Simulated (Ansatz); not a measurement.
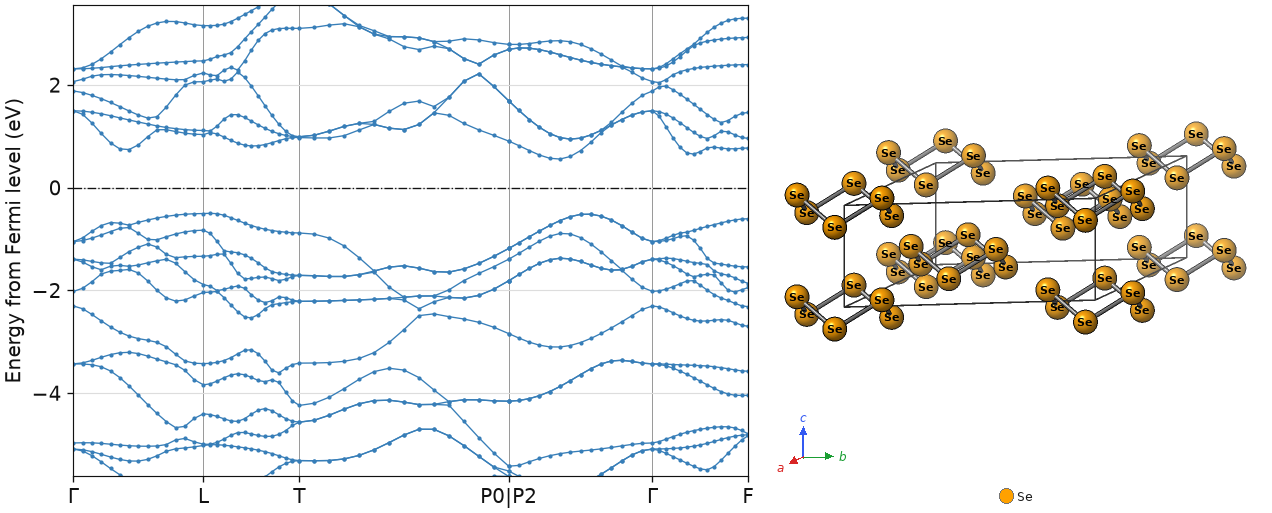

Band structure, beside the structure. Energies are counted from the Fermi level.

The material is Se, space group R-3 (No. 148), 6 atoms in the cell; a = 6.45 Å, b = 6.45 Å, c = 6.45 Å, α = 114.92°, β = 114.92°, γ = 114.92°.

Computed with Ansatz 0.2.0: DFT PBE+D3(BJ), scalar-relativistic, plane waves, PAW, no spin polarisation, 9×9×9 k mesh.

What does the band structure say about the gap?

Answer. The material is gapped. The gap along this path is 1.06 eV and indirect, from the valence-band top between L and T to the conduction-band bottom between P2 and Γ; the smallest direct gap is 1.17 eV, between P2 and Γ. Points of the k mesh off the path narrow it to 0.99 eV.
